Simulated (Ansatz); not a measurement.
# Geometry relaxation, with input and output: Na

The run: geometry relaxation of Na (Im-3m, 1 atom in the cell). Method and program: DFT PBE, scalar-relativistic, plane waves, PAW, no spin polarisation (Ansatz 0.2.0).

The structure derives from a Materials Project entry. Figures and captions count atoms from 1; the log counts them from 0 in places.

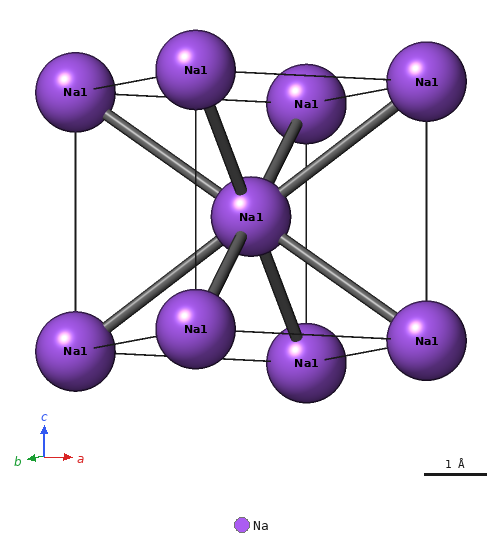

Figure 1. The starting structure (ball-and-stick view of the cell 2 times as large as that of the calculation, set on its symmetry axes, seen at an oblique angle; atoms are numbered from 1 in the order of the input).

## The input
```yaml
crystal:
  lattice:
    - [-2.1040268, 2.1040268, 2.1040268]
    - [2.1040268, -2.1040268, 2.1040268]
    - [2.1040268, 2.1040268, -2.1040268]
  atoms:
    - { symbol: Na, position: [0.0, 0.0, 0.0] }
basis:
  ecutwfc: 420
kpoints:
  mp_grid: { grid: [14, 14, 14] }
hamiltonian:
  xc: pbe
scf:
  occupations: { method: gaussian, width: 0.1 }
output:
  forces: true
  stress: true
  eigenvalues: true
  write_density: true
  write_potential: true
  elf: true
  volumetric_format: npy
relax:
  adjacent_minimum: "off"
  f_tol: 0.005
  max_steps: 80
  cell: { stress_tol: 0.05 }
```

Hardware: 4 threads of AMD EPYC (Zen 3), 189 GiB of memory available, shared host.

Launch command:
```bash
ansatz run input.yaml --threads 4 --pin off --max-ram 8192MiB --backend cpu --events-out ev --progress --plain --runs-dir out
```

## The program's output
```
Engine: ansatz 0.2.0, x86_64-unknown-linux-gnu
Pseudopotentials: kind: paw
Pseudopotential: Na, paw, valence charge 9, recommended cutoff 420 eV (normal), Na.paw.azcp
Functional definition: PBE
  parameter kappa = 0.804
  parameter beta = 0.06672455060314922
  exchange = pbe_x(kappa = kappa, mu = beta*pi^2/3)
  correlation = pbe_c(beta = beta)
Crystal: 1 atoms, lattice volume = 37.258 Å³
Basis set: ecut = 420 eV, 683 PW (Γ), exchange–correlation on 50×50×50 points (8 copies of the dense FFT grid, shifted against one another)
Bands: 9, of which v1, the nominal top of the filled ones, is band 5 counted from 1 (4 counted from 0)
Symmetry: 48 space group operations
Space group: Im-3m (ITA 229), of the structure as read, at distance tolerance 3.3e-5 Å
k-points: 104 of 2744
Non-local potential: Na, projectors of the file, l = 0: 3, l = 1: 2, l = 2: 1
PAW form: soft (Blöchl's): semilocal exchange-correlation on the pseudo side does not see the compensation charge
PAW one-centre angular grid: Na, 110 points (default); XC on 64 Gauss nodes
Initial density: superposition of atomic densities (neutral atoms: chi_scale 0, normalization atom), corrected by the library's trained network
Initial wavefunctions: pseudopotential atomic-orbital guess
Functional: x = pbe(κ = 0.804, μ = 0.2195149727645171), c = pbe(β = 0.06672455060314922)
SCF iter   1: F=—  HF=-1486.417254 eV  |F-HF|=—  |Δ(HF+E_count)|=         —  Δρ=4.73e-4  dr2=4.15e-5  ethr=1.77e-3  ⟨swp⟩=4.9  Hψ=5980  notcnv=0
preconditioner: auto → Kerker (q_TF=auto, 2.153 Å⁻¹)  [metal: Δε(μ)=0.081 eV  Ē_g=7.826 eV  σ=0.100 eV  W_gap=0.42  n_scr=12 (ndim 8)  ℏωp=6.1 eV  f_vac=0.000  D(μ)=0.61/eV (n_scr^D=0)]
SCF iter   2: F=—  HF=-1486.417130 eV  |F-HF|=—  |Δ(HF+E_count)|=   1.24e-4  Δρ=1.51e-4  dr2=6.14e-6  ethr=4.61e-7  ⟨swp⟩=2.2  Hψ=2261  notcnv=0
SCF iter   3: F=—  HF=-1486.417149 eV  |F-HF|=—  |Δ(HF+E_count)|=   1.87e-5  Δρ=8.26e-5  dr2=2.54e-6  ethr=6.82e-8  ⟨swp⟩=2.4  Hψ=1258  notcnv=0
SCF iter   4: F=—  HF=-1486.417155 eV  |F-HF|=—  |Δ(HF+E_count)|=   5.73e-6  Δρ=2.94e-5  dr2=3.10e-7  ethr=2.83e-8  ⟨swp⟩=2.5  Hψ=1363  notcnv=0
iter 5 did not close the SCF: its close was put off for the readings that it lacked (scf_convergence_deferred on its scf_iter line)
SCF iter   5: F=-1486.417155 eV  HF=-1486.417155 eV  |F-HF|=2.27e-8  |Δ(HF+E_count)|=   5.28e-8  Δρ=1.00e-5  dr2=1.92e-8  ethr=3.45e-9  ⟨swp⟩=2.0  Hψ=1262  notcnv=0
SCF iter   6: F=-1486.417155 eV  HF=-1486.417155 eV  |F-HF|=7.13e-10  |Δ(HF+E_count)|=   9.57e-9  Δρ=2.10e-6  dr2=8.93e-10  ethr=2.13e-10  ⟨swp⟩=5.3  Hψ=4544  notcnv=0
SCF 1 converged in 6 iterations: F = -1486.417155 eV  dr2 = 8.93e-10
  greatest PAW one-centre occupation: 0.999 electrons in one spin orbital (limit 2), on the Na atom at site 0 (counted from 0), in its partial waves of l = 0
relax step   1: F+E_penalty+E_count = -1486.41715480 eV  Δ(F+E_penalty+E_count) = +0.000e0 eV  max|allowed force component| = 0.000e0 eV/Å  Δτ_max = 0.0000 Å  P = -0.062 GPa  Ω = 37.258 Å³  (6 SCF iters, dr2 threshold 1.00e-7 eV, accepted)
Crystal: 1 atoms, lattice volume = 37.202 Å³
Initial density: handed on by an earlier stage of this run
Initial wavefunctions: those handed on with the density
iter 1 solved again at ethr=7.21e-10 eV; its pass at ethr=3.10e-3 eV (dr2=6.49e-8 eV) is discarded
SCF iter   1: F=—  HF=-1486.417175 eV  |F-HF|=—  |Δ(HF+E_count)|=         —  Δρ=6.78e-6  dr2=2.56e-8  ethr=7.21e-10  ⟨swp⟩=3.4  Hψ=9204  notcnv=0
preconditioner: auto → Kerker (q_TF=auto, 2.154 Å⁻¹)  [metal: Δε(μ)=0.081 eV  Ē_g=7.833 eV  σ=0.100 eV  W_gap=0.42  n_scr=12 (ndim 8)  ℏωp=6.1 eV  f_vac=0.000  D(μ)=0.61/eV (n_scr^D=0)]
SCF iter   2: F=—  HF=-1486.417175 eV  |F-HF|=—  |Δ(HF+E_count)|=   5.25e-8  Δρ=3.89e-6  dr2=1.07e-8  ethr=2.85e-10  ⟨swp⟩=2.0  Hψ=1269  notcnv=0
SCF iter   3: F=-1486.417175 eV  HF=-1486.417175 eV  |F-HF|=5.90e-10  |Δ(HF+E_count)|=   2.25e-9  Δρ=1.47e-6  dr2=1.60e-9  ethr=1.06e-10  ⟨swp⟩=5.5  Hψ=3283  notcnv=0
SCF 2 converged in 3 iterations: F = -1486.417175 eV  dr2 = 1.60e-9
relax step   2: F+E_penalty+E_count = -1486.41717470 eV  Δ(F+E_penalty+E_count) = -1.989e-5 eV  max|allowed force component| = 0.000e0 eV/Å  Δτ_max = 0.0000 Å  P = -0.051 GPa  Ω = 37.202 Å³  energy of the carried Pulay correction = +5.870e-7 eV  (3 SCF iters, dr2 threshold 9.52e-9 eV, accepted)
Crystal: 1 atoms, lattice volume = 36.954 Å³
iter 1 solved again at ethr=1.13e-8 eV; its pass at ethr=3.10e-3 eV (dr2=1.01e-6 eV) is discarded
SCF iter   1: F=—  HF=-1486.417217 eV  |F-HF|=—  |Δ(HF+E_count)|=         —  Δρ=2.64e-5  dr2=4.62e-7  ethr=1.13e-8  ⟨swp⟩=3.5  Hψ=9325  notcnv=0
preconditioner: auto → Kerker (q_TF=auto, 2.156 Å⁻¹)  [metal: Δε(μ)=0.081 eV  Ē_g=7.866 eV  σ=0.100 eV  W_gap=0.43  n_scr=12 (ndim 8)  ℏωp=6.1 eV  f_vac=0.000  D(μ)=0.61/eV (n_scr^D=0)]
SCF iter   2: F=—  HF=-1486.417216 eV  |F-HF|=—  |Δ(HF+E_count)|=   6.01e-7  Δρ=1.75e-5  dr2=2.16e-7  ethr=5.13e-9  ⟨swp⟩=1.0  Hψ=936  notcnv=0
SCF iter   3: F=—  HF=-1486.417216 eV  |F-HF|=—  |Δ(HF+E_count)|=   4.40e-8  Δρ=5.90e-6  dr2=1.98e-8  ethr=2.40e-9  ⟨swp⟩=1.0  Hψ=936  notcnv=0
SCF iter   4: F=-1486.417216 eV  HF=-1486.417216 eV  |F-HF|=9.06e-10  |Δ(HF+E_count)|=   6.89e-9  Δρ=1.35e-6  dr2=5.94e-10  ethr=7.11e-11  ⟨swp⟩=5.6  Hψ=3330  notcnv=0
SCF 3 converged in 4 iterations: F = -1486.417216 eV  dr2 = 5.94e-10
relax step   3: F+E_penalty+E_count = -1486.41721642 eV  Δ(F+E_penalty+E_count) = -4.172e-5 eV  max|allowed force component| = 0.000e0 eV/Å  Δτ_max = 0.0000 Å  P = +0.001 GPa  Ω = 36.954 Å³  energy of the carried Pulay correction = +3.249e-6 eV  (4 SCF iters, dr2 threshold 6.40e-9 eV, accepted)
Initial wavefunctions: pseudopotential atomic-orbital guess (no wavefunctions were taken with the density)
iter 1 solved again at ethr=3.91e-8 eV; its pass at ethr=3.10e-3 eV (dr2=3.52e-6 eV) is discarded
SCF iter   1: F=—  HF=-1486.417213 eV  |F-HF|=—  |Δ(HF+E_count)|=         —  Δρ=3.50e-6  dr2=1.20e-9  ethr=3.91e-8  ⟨swp⟩=3.6  Hψ=8683  notcnv=0
SCF iter   2: F=—  HF=-1486.417212 eV  |F-HF|=—  |Δ(HF+E_count)|=   1.24e-6  Δρ=1.75e-6  dr2=4.16e-10  ethr=1.34e-11  ⟨swp⟩=2.5  Hψ=1458  notcnv=0
SCF iter   3: F=—  HF=-1486.417212 eV  |F-HF|=—  |Δ(HF+E_count)|=  3.79e-10  Δρ=2.65e-7  dr2=4.42e-11  ethr=4.62e-12  ⟨swp⟩=1.5  Hψ=1122  notcnv=0
SCF iter   4: F=-1486.417212 eV  HF=-1486.417212 eV  |F-HF|=4.55e-13  |Δ(HF+E_count)|=  1.05e-11  Δρ=8.38e-8  dr2=3.42e-12  ethr=1.00e-12  ⟨swp⟩=5.2  Hψ=3792  notcnv=0
SCF 4 converged in 4 iterations: F = -1486.417212 eV  dr2 = 3.42e-12
relax step   4: F+E_penalty+E_count = -1486.41721215 eV  Δ(F+E_penalty+E_count) = +4.272e-6 eV  max|allowed force component| = 0.000e0 eV/Å  Δτ_max = 0.0000 Å  P = +0.001 GPa  Ω = 36.954 Å³  stress off target by 1.05e-3 GPa  SCF on the basis re-selected at this cell (its energy is not comparable with the rows above)  (4 SCF iters)
```

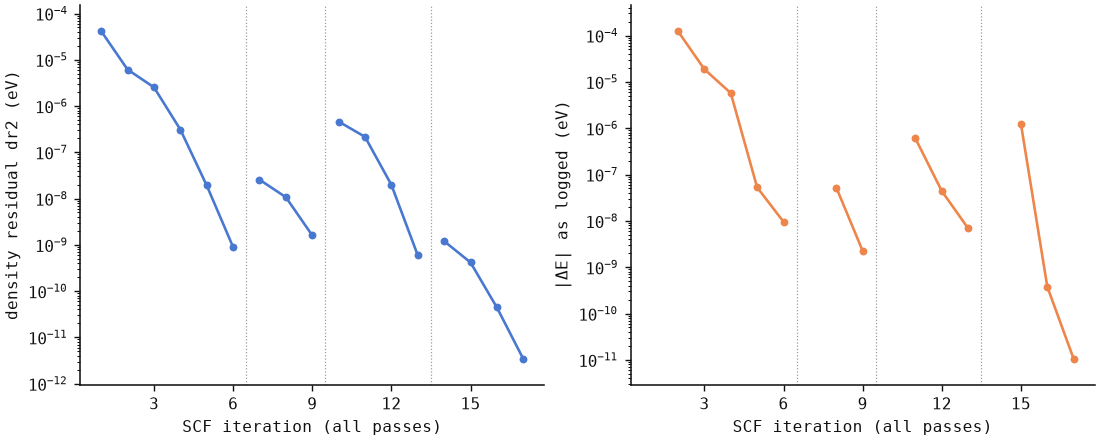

Figure 2. Convergence of the self-consistent field: density residual dr2 and size of the energy change against the SCF iteration. The dotted lines part the SCF passes of the relaxation: geometry steps, rejected trials and re-solves on a re-selected basis. The passes take 6, 3, 4 and 4 iterations.

```
basis re-selected at this cell: Δ(F+E_penalty+E_count) = +4.272e-6 eV, ΔP = +0.000 GPa vs the last step (what re-selecting the basis moved, of the pressure what is left beyond the Pulay correction that the steps carried, after the strain that the cell walked since its last selection, with what the two solves' SCF thresholds leave and, on support functions, any second-order correction that the steps lacked; it is no measure of the basis error at this ecutwfc). This SCF's stress stands 1.05e-3 GPa from its target on what of the cell is left free (relax.cell.stress_tol is 5.00e-2 GPa) and its largest allowed force component is 0.00e0 eV/Å (relax.f_tol is 5.00e-3 eV/Å): within both
SCF converged after 4 iterations
Free energy (F): -1486.417212 eV
Harris-Foulkes:  -1486.417212 eV  (|F-HF|=4.55e-13)
Internal energy: -1486.414182 eV  (E = F + TS)
E sigma→0 (E₀):  -1486.415697 eV
Entropy (-TS):   -0.003030 eV (-3.030 meV/atom)
Fermi energy:    1.728792 eV
--- Per-component energies (eV) ---
  E_band       = -240.976982
  E_kinetic    = 120.169743
  E_local      = -1441.825990  (includes V_loc(G=0)·N_el)
  E_nonlocal   = 115.109047
  E_hartree    = 527.385170
  E_xc         = -38.356269
  E_vxc        = -49.282705  (∫ρ·V_xc dr)
  E_paw        = -263.163091  (= ΣΔE_a)
  E_vpaw       = -39.917427  (= ΣTr[D̂ρ^β])
  E_aug_tail   = -0.000032  (compensation charges beyond the density's cutoff)
  E_ewald      = -505.732760
  E_smearing   = -0.003030  (= −TS)
  E_closure    = 0.000000  (closes the sum)
  Σ components = -1486.417212   (vs F -1486.417212, Δ=0.00e0)
--- Forces (eV/Å), atoms counted from 1 ---
  atom   1  Na    -0.00000000     0.00000000     0.00000000
  max |Σ_I F_I| component: 2.10e-31 eV/Å
--- Stress (GPa, compression-positive) ---
        0.001049      -0.000000      -0.000000
        0.000000       0.001049       0.000000
        0.000000       0.000000       0.001049
  P = ⅓ Tr σ = 0.0010 GPa (0.010 kbar)
--- Band table (eV; the first three rows and the last of 104) ---
  k-point 0: bands = ["-51.2415", "-23.1453", "-23.1453", "-23.1453", "-1.5278", "13.5049", "13.5049", "13.5049", "14.5073"]
  k-point 1: bands = ["-51.2414", "-23.1472", "-23.1460", "-23.1453", "-1.4378", "12.3127", "12.9258", "13.1537", "13.7788"]
  k-point 2: bands = ["-51.2411", "-23.1522", "-23.1476", "-23.1453", "-1.1688", "10.4390", "12.0750", "12.5421", "12.9480"]
  k-point 103: bands = ["-51.2379", "-23.1715", "-23.1715", "-23.1715", "6.2793", "6.2793", "6.6584", "6.6584", "6.6584"]
--- Relaxed structure (3 steps of the walk, 3 accepted, 1 SCFs on fresh bases) ---
  F+E_penalty+E_count = -1486.41721215 eV   max|allowed force component| = 0.000e0 eV/Å   (the final SCF, on the basis selected at the relaxed cell)
  cell:  # Å, volume = 36.9536 Å³
    - [-2.098290699461059, 2.098290699461059, 2.098290699461059]
    - [2.098290699461059, -2.098290699461059, 2.098290699461059]
    - [2.098290699461059, 2.098290699461059, -2.098290699461059]
  atoms:
    - { symbol: Na, position: [0.0, 0.0, 0.0] }
```

## Trajectory as extended XYZ (Å, eV, eV/Å), 4 frames, from step=1 to step=4
```
1
Lattice="-2.1040 2.1040 2.1040 2.1040 -2.1040 2.1040 2.1040 2.1040 -2.1040" Properties=species:S:1:pos:R:3:forces:R:3 step=1 energy=-1486.41716 pressure_GPa=-0.06
Na    0.0000    0.0000    0.0000    0.0000   0.0000   0.0000
1
Lattice="-2.1030 2.1030 2.1030 2.1030 -2.1030 2.1030 2.1030 2.1030 -2.1030" Properties=species:S:1:pos:R:3:forces:R:3 step=2 energy=-1486.41718 pressure_GPa=-0.05
Na    0.0000    0.0000    0.0000    0.0000   0.0000   0.0000
1
Lattice="-2.0983 2.0983 2.0983 2.0983 -2.0983 2.0983 2.0983 2.0983 -2.0983" Properties=species:S:1:pos:R:3:forces:R:3 step=3 energy=-1486.41722 pressure_GPa=0.00
Na    0.0000    0.0000    0.0000    0.0000   0.0000   0.0000
1
Lattice="-2.0983 2.0983 2.0983 2.0983 -2.0983 2.0983 2.0983 2.0983 -2.0983" Properties=species:S:1:pos:R:3:forces:R:3 step=4 energy=-1486.41721 pressure_GPa=0.00
Na    0.0000    0.0000    0.0000    0.0000   0.0000   0.0000
```

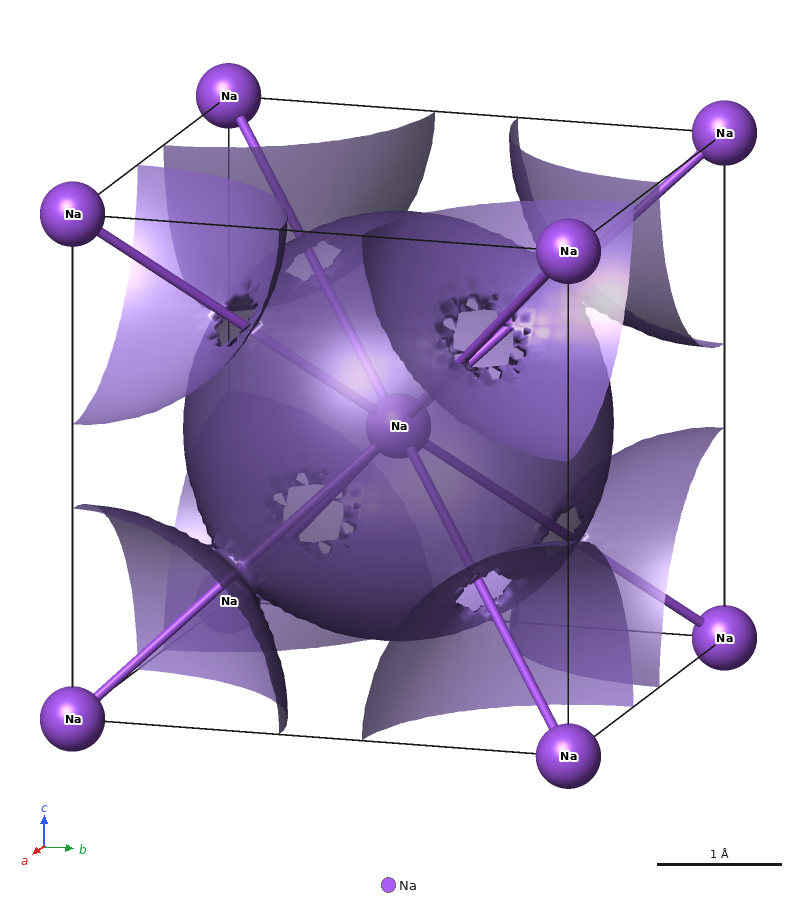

Figure 3. Isosurface of the electron localisation function at 0.4 (purple), seen slightly off an axis. Only the valence region is drawn (cores and ρ < 0.01 e/Å³ removed). Sticks mark near contacts. The outline is the cell set on symmetry axes. Values along the shortest contacts: Core electrons are frozen (PAW), so the fields are smoothed inside the atomic spheres.

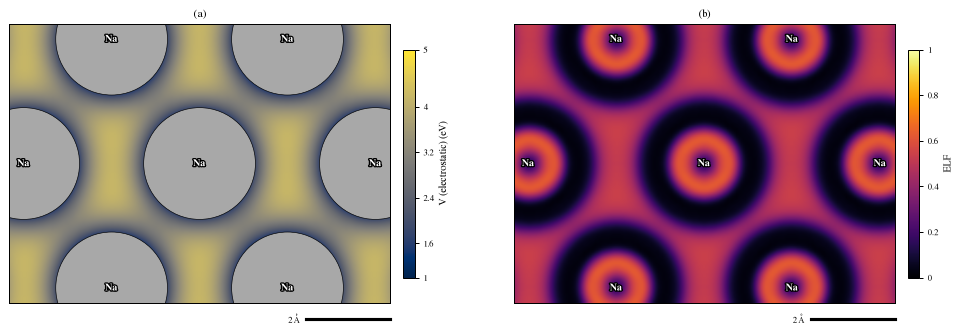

Figure 4. (a) electrostatic potential energy of an electron; (b) electron localisation function on the (110) plane of the conventional cell. Grey discs, where drawn, cover atomic cores. Atoms in the plane: Na. Na–Na (3.63 Å): the ELF is about 0.40 at the midpoint (metallic bonding. The ELF has a maximum of about 0.55 in the space between the atoms. The strong features right at Na lie inside the PAW spheres (semicore, d or f shells) and say nothing about bonding. Outside the cores the potential energy rises away from the atoms and is highest about 2.1 Å from the nearest atoms; outside the discs it spans about 2 eV, and its zero is arbitrary.

## Summary

| quantity | value |
| --- | --- |
| outcome | converged |
| space group (tolerance 0.01 Å) | Im-3m (229) |
| electrons treated | 9 |
| free energy | −1486.4172 eV |
| Fermi energy | 1.729 eV |
| gap on the k-point mesh | none (metallic) |
| pressure | 0.00 GPa |
| final volume | 36.95 Å³ |
| largest force (length of the vector) at the end | under 0.001 eV/Å |
| final cell | a = 3.634 Å, b = 3.634 Å, c = 3.634 Å, α = 109.47°, β = 109.47°, γ = 109.47° |
| wall time | 5.3 s (CPU time 14 s) |
| peak memory | 0.34 GiB |
